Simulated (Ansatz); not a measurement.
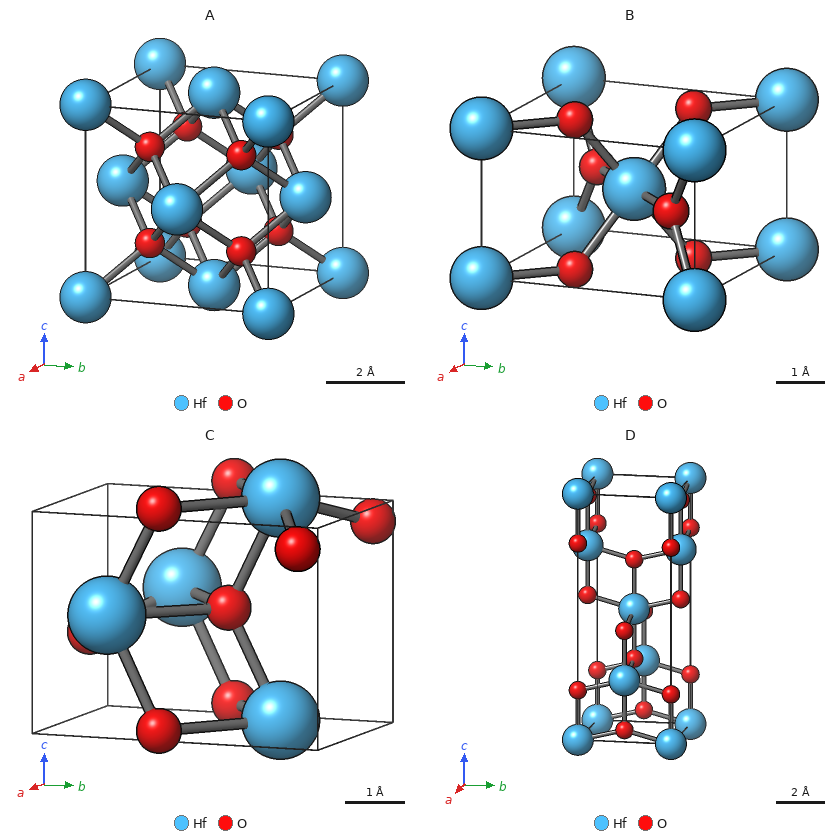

Four structures of HfO2, each relaxed to rest (conventional cells in solid outline, small ones repeated, each panel with its own scale). Method: DFT PBE, scalar-relativistic, plane waves, PAW (Ansatz 0.2.0), without spin polarisation.

Question: Give the type and space group of each panel.

Answer: A: fluorite (CaF₂ type), Fm-3m; B: rutile, P4_2/mnm; C: 6 atoms a cell on a primitive orthorhombic lattice, Pmn2_1; D: anatase, I4_1/amd.

Question: Which of these is lowest in energy, and how far above it do the others lie?

Answer: D, then B (+30 meV/atom), C (+50 meV/atom) and A (+94 meV/atom), energies at zero smearing.

Question: Collect the results in a table.

Answer:
| panel | structure | E − E(lowest) (meV/atom) | volume (Å³/atom) | gap (eV) |
| --- | --- | --- | --- | --- |
| D | I4_1/amd | 0 | 14.3 | 4.43 |
| B | P4_2/mnm | 30 | 12.9 | 3.90 |
| C | Pmn2_1 | 50 | 11.4 | 3.85 |
| A | Fm-3m | 94 | 11.0 | 3.75 |

Some of these may be structure types tried for this composition rather than known phases, and the most stable form need not be among them. Gaps are taken on the k-mesh or band path of each run.
